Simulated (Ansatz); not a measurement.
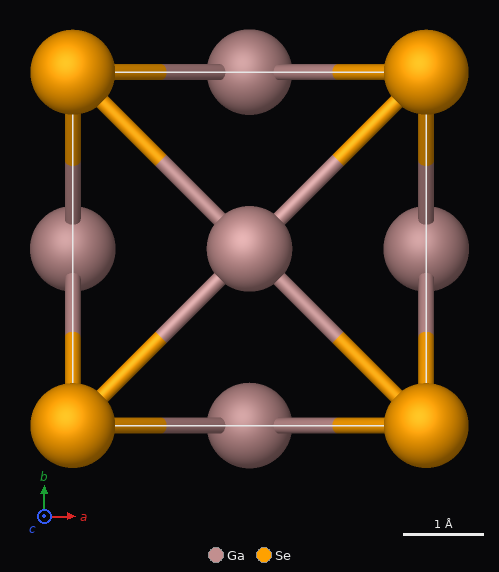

This is the input geometry for a relaxation of crystalline Ga₃Se (set up in Pm-3m). The picture is a ball-and-stick view of the cell of the calculation, seen along the c axis.

These are results of DFT PBEsol+D3(BJ), scalar-relativistic, plane waves, PAW (Ansatz), not measurements.

Input
```yaml
crystal:
  lattice:
    - [4.432465, 0.0, 0.0]
    - [0.0, 4.432465, 0.0]
    - [0.0, 0.0, 4.432465]
  atoms:
    - { symbol: Ga, position: [0.0, 0.5, 0.5] }
    - { symbol: Ga, position: [0.5, 0.0, 0.5] }
    - { symbol: Ga, position: [0.5, 0.5, 0.0] }
    - { symbol: Se, position: [0.0, 0.0, 0.0] }
basis:
  ecutwfc: 420
kpoints:
  mp_grid: { grid: [10, 10, 10] }
hamiltonian:
  xc: pbesol
  dispersion: d3bj
scf:
  occupations: { method: gaussian, width: 0.1 }
output:
  forces: true
  stress: true
  eigenvalues: true
relax:
  adjacent_minimum: "off"
  f_tol: 0.005
  max_steps: 80
  cell: { stress_tol: 0.05 }
```

Command:
```bash
ansatz run input.yaml --threads 1 --pin off --max-ram 2560MiB --backend cpu --events-out ev --progress --plain --runs-dir out
```

Predict the outcome.

The atoms keep their places relative to the cell (all moves are under 0.005 Å). The volume changes by −13.4 %, with a = b = c 4.432 → 4.225 Å (−4.7 %). Among the contacts that change: Ga1–Se4 3.134 → 2.987 Å. The space group stays Pm-3m (No. 221). Over 3 accepted moves (5 points after the start) the energy falls by 0.242 eV per cell of the calculation. All forces vanish by symmetry, so only the cell relaxes. Pressure: −5.78 GPa at the start and 0.00 GPa at the end. The SCF was repeated twice at an unchanged geometry on a basis and grid sized afresh for the cell, which shifted the energy by 2.4 meV per cell of the calculation at most.

Step by step:

```tsv
step	E − E(0), meV/atom	pressure, GPa	volume, Å³/atom	note
0	0.00	-5.78	21.771	
1	-61.12	-0.15	18.904	
2	-61.15	0.05	18.835	
3	-60.56	0.05	18.835	same geometry, new basis
4	-60.56	0.00	18.854	
5	-60.57	0.00	18.854	same geometry, new basis
```

The end point in the same view:

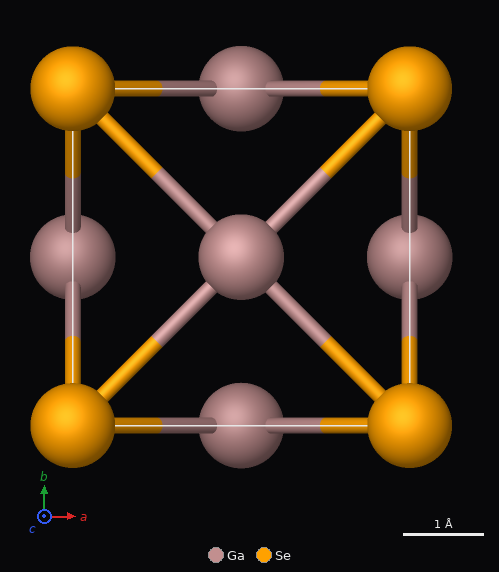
